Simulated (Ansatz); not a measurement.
Here is a crystal structure:

```
Ga As
1.0
     5.65786    0.00000    0.00000
     0.00000    5.65786    0.00000
     0.00000    0.00000    5.65786
Ga As
4 4
Cartesian
  0.0000 0.0000 0.0000
  0.0000 2.8289 2.8289
  2.8289 0.0000 2.8289
  2.8289 2.8289 0.0000
  1.4145 1.4145 4.2434
  1.4145 4.2434 1.4145
  4.2434 1.4145 1.4145
  4.2434 4.2434 4.2434
```

### What does this file describe?

Formula: GaAs. The symmetry is that of F-43m (No. 216), on a face-centred cubic lattice. Prototype: zinc blende (sphalerite type). Cell content 4 Ga, 4 As; Z = 4. Each Ga atom is coordinated by four As in a tetrahedral arrangement at 2.45 Å. Each As atom has four Ga in a tetrahedral arrangement at 2.45 Å around it. The bonds build a three-dimensional framework.

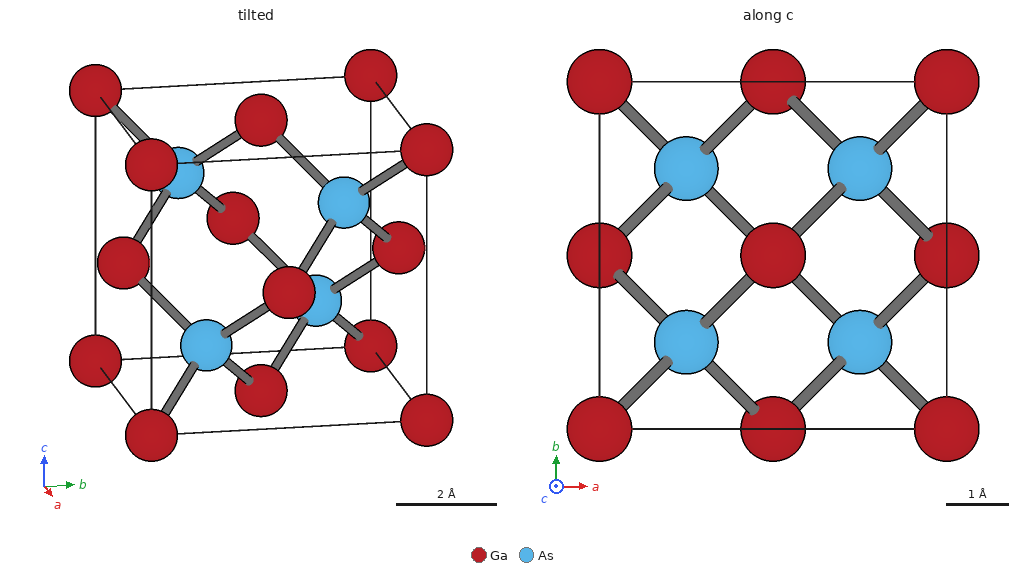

Ball-and-stick representation of a periodic structure, projected slightly off an axis and along the c axis. One conventional unit cell is outlined, and atoms on its boundary appear in each equivalent place.

It goes back to a structure listed in the Materials Project. The final geometry of a relaxation with DFT PBEsol, scalar-relativistic, plane waves, PAW in Ansatz is shown.
